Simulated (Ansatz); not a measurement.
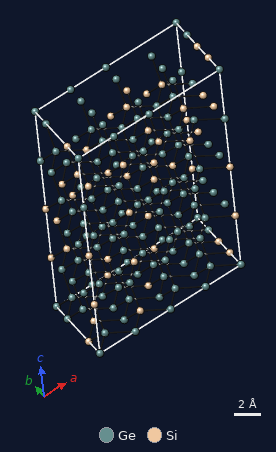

Starting structure of solid Ge96Si32 (a generated structure, set up in P1). Style: ball-and-stick. Shown: the cell of the calculation, slightly off an axis.

Computed with DFT, PBEsol, PAW, plane waves in Ansatz.

Set-up: plane-wave cutoff 420 eV; k-point mesh 1 × 1 × 1; mesh shifted by (0.5, 0.5, 0.5); no spin polarisation; cell relaxed at fixed shape; force threshold 0.03 eV/Å; at most 80 steps.

```
CELL_PARAMETERS angstrom
0.00000 11.22978 11.22978
11.22978 0.00000 11.22978
11.22978 11.22978 0.00000
ATOMIC_POSITIONS crystal
Ge 0.99994 0.99899 0.00169
Ge 0.50137 0.00095 0.99884
Ge 0.24985 0.25220 0.24849
Ge 0.50098 0.00116 0.49912
Ge 0.75022 0.24805 0.25173
Ge 0.99984 0.50465 0.49598
Ge 0.25054 0.75069 0.25091
Ge 0.49755 0.50124 0.49877
Ge 0.74857 0.75200 0.25144
Ge 0.75151 0.25039 0.74728
Ge 0.74873 0.74892 0.74895
Ge 0.06362 0.06123 0.06164
Ge 0.56197 0.06221 0.06258
Ge 0.06062 0.55992 0.06519
Ge 0.06169 0.06135 0.56119
Ge 0.31133 0.31336 0.31170
Ge 0.56229 0.56000 0.06608
Ge 0.56041 0.06328 0.56202
Ge 0.81280 0.31175 0.31501
Ge 0.06335 0.56100 0.56369
Ge 0.31407 0.81591 0.31151
Ge 0.31079 0.31449 0.81255
Ge 0.56274 0.56287 0.56278
Ge 0.81124 0.80976 0.31326
Ge 0.31248 0.81308 0.81094
Ge 0.25020 0.25218 0.99888
Ge 0.50130 0.99779 0.25133
Ge 0.74722 0.25099 0.00055
Ge 0.99804 0.50086 0.25139
Ge 0.24880 0.74966 0.00094
Ge 0.00087 0.00196 0.74720
Ge 0.24705 0.25472 0.49838
Ge 0.49718 0.49886 0.25443
Ge 0.74976 0.75144 0.00284
Ge 0.75024 0.25062 0.49968
Ge 0.24925 0.75014 0.49994
Ge 0.50385 0.49797 0.74935
Ge 0.75073 0.74731 0.50219
Ge 0.06231 0.06058 0.31374
Ge 0.31266 0.31390 0.06039
Ge 0.56181 0.06349 0.31251
Ge 0.81072 0.31208 0.06513
Ge 0.06524 0.55936 0.31428
Ge 0.31294 0.31233 0.56108
Ge 0.80974 0.81432 0.06018
Ge 0.81190 0.31266 0.56532
Ge 0.06137 0.56270 0.81609
Ge 0.31288 0.81145 0.56194
Ge 0.56199 0.56059 0.81407
Ge 0.81224 0.81266 0.56209
Ge 0.24957 0.99698 0.25053
Ge 0.50093 0.24914 0.00122
Ge 0.74991 0.00061 0.24974
Ge 0.00033 0.75026 0.99757
Ge 0.00120 0.24871 0.50035
Ge 0.49877 0.75102 0.99922
Ge 0.25063 0.00063 0.74654
Ge 0.49825 0.24859 0.50174
Ge 0.74913 0.49983 0.25042
Ge 0.25143 0.50014 0.74893
Ge 0.75040 0.49863 0.75059
Ge 0.55914 0.31512 0.06370
Ge 0.81250 0.06461 0.31000
Ge 0.06077 0.81283 0.06430
Ge 0.06613 0.30850 0.56118
Ge 0.31208 0.56494 0.31220
Ge 0.56171 0.81238 0.06347
Ge 0.81185 0.56225 0.31328
Ge 0.81120 0.06509 0.81271
Ge 0.06330 0.81353 0.56113
Ge 0.31432 0.56109 0.81162
Ge 0.56452 0.80837 0.56208
Ge 0.81460 0.56117 0.81130
Ge 0.25127 0.00079 0.99849
Ge 0.74877 0.99700 0.00324
Ge 0.00105 0.24976 0.25112
Ge 0.24946 0.50049 0.00001
Ge 0.24831 0.00073 0.49904
Ge 0.74978 0.50147 0.99970
Ge 0.75079 0.99800 0.50381
Ge 0.99910 0.75140 0.25168
Ge 0.25287 0.49820 0.50157
Ge 0.50263 0.74581 0.24933
Ge 0.50049 0.24900 0.75084
Ge 0.00181 0.74999 0.74820
Ge 0.50196 0.75086 0.74919
Ge 0.81168 0.06194 0.06335
Ge 0.06487 0.31315 0.30895
Ge 0.31323 0.56267 0.06092
Ge 0.56068 0.31326 0.31417
Ge 0.81326 0.56428 0.06082
Ge 0.81318 0.06527 0.56014
Ge 0.31466 0.56386 0.56054
Ge 0.56359 0.81152 0.31106
Ge 0.81447 0.55821 0.56376
Ge 0.06114 0.81303 0.81287
Si 0.99608 0.50225 0.99990
Si 0.99960 0.00006 0.50128
Si 0.49869 0.50166 0.00069
Si 0.25203 0.24967 0.75152
Si 0.25130 0.75025 0.75042
Si 0.81177 0.31043 0.81155
Si 0.81289 0.81403 0.81246
Si 0.99926 0.99838 0.25219
Si 0.49831 0.99796 0.75126
Si 0.99976 0.49973 0.74815
Si 0.31329 0.80991 0.06426
Si 0.06209 0.06220 0.81362
Si 0.56251 0.56109 0.31383
Si 0.56131 0.06296 0.81468
Si 0.99795 0.24858 0.00304
Si 0.24888 0.49923 0.25121
Si 0.75305 0.99819 0.74888
Si 0.00208 0.74892 0.50000
Si 0.50170 0.74990 0.50171
Si 0.06297 0.31303 0.06216
Si 0.31053 0.06164 0.31373
Si 0.30953 0.06272 0.81043
Si 0.56528 0.31190 0.55969
Si 0.50049 0.24786 0.25079
Si 0.99927 0.24887 0.75225
Si 0.74773 0.49950 0.50332
Si 0.31399 0.06115 0.06137
Si 0.31446 0.06106 0.56439
Si 0.06273 0.81302 0.31256
Si 0.06205 0.31243 0.81411
Si 0.56186 0.31104 0.81170
Si 0.56276 0.81246 0.81196
```

Question: What does the optimiser find from here?

Answer: After 3 geometry steps the energy has fallen by 15.3 meV per atom. The largest force component goes from 1.4 to 0.03 eV/Å. The pressure goes from −0.23 to −0.01 GPa. The largest move relative to the cell is that of Si118, 0.10 Å along [3 1 1]. Largest moves by element: Si 0.10 Å, Ge 0.10 Å. The volume changes by −0.5 %, with a = b = c 15.881 → 15.855 Å (−0.2 %). Near-neighbour distances that change, for instance: Ge32–Si124 2.512 → 2.390 Å, Si110–Si113 2.487 → 2.377 Å, Si105–Si110 2.482 → 2.379 Å, Ge34–Ge45 2.337 → 2.440 Å. Among the angles between lasting bonds that change: Ge57–Si118–Si100 112.3° → 107.1°, Ge22–Si100–Si118 113.2° → 108.0°, Si118–Si100–Si126 107.7° → 112.3°. The space group stays P1 (No. 1).

After the run, drawn alike:

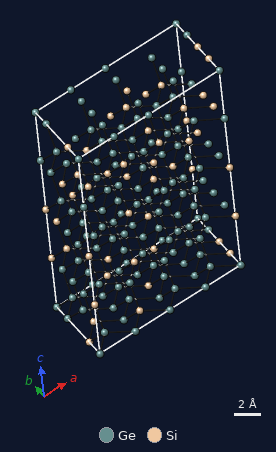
